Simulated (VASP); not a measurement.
System: rocksalt MgS, space group Fm-3m, 2 atoms in the primitive cell.

```xyz
2
Lattice="0.0000 2.5903 2.5903 2.5903 0.0000 2.5903 2.5903 2.5903 0.0000" Properties=species:S:1:pos:R:3 pbc="T T T"
Mg    0.0000    0.0000    0.0000
S     2.5903    2.5903    2.5903
```

Level of theory: PBE, VASP PAW PBE potentials, release 64 (Mg, S), no spin polarisation, no spin-orbit coupling, 10×10×10 k mesh, 520 eV cutoff; code VASP 6.6.1.

What will the band structure and density of states look like? The path is Γ–X–W–K–Γ–L–U–W–L–K|U–X.

A semiconductor. The gap along this path is 2.80 eV and indirect, from the valence-band top at Γ to the conduction-band bottom at X; the smallest direct gap is 3.81 eV, at Γ. Three bands meet at the valence-band top at Γ: it is triply degenerate (spin aside). The top valence band spans 2.4 eV and the lowest conduction band 3.4 eV. The direct gaps are 3.81 eV at Γ, 5.17 eV at L and 5.31 eV at U.

LDA, GGA and most meta-GGA functionals understate gaps. The cell was built from a pattern and not relaxed, so its bond lengths can be off.

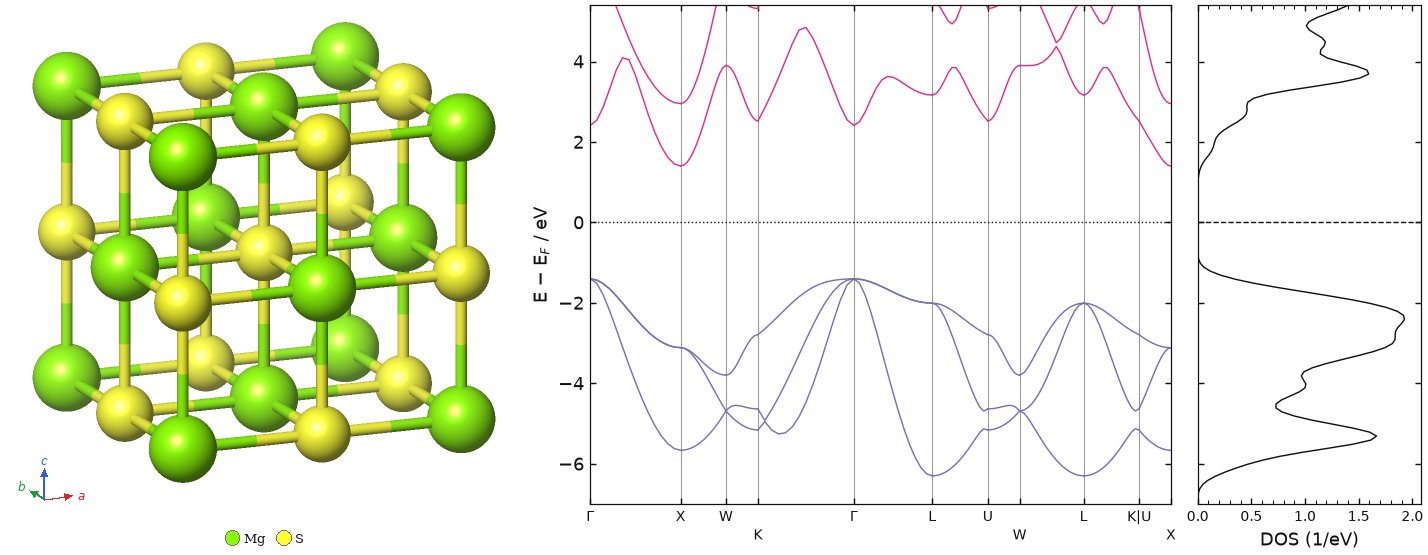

Band structure and density of states, beside the structure. Energies are counted from the Fermi level, put mid-gap where there is a gap. The DOS curve is built from the levels of the k mesh with Gaussians 0.55 eV wide, which also blur the band edges; ripples of that width can come from the mesh.
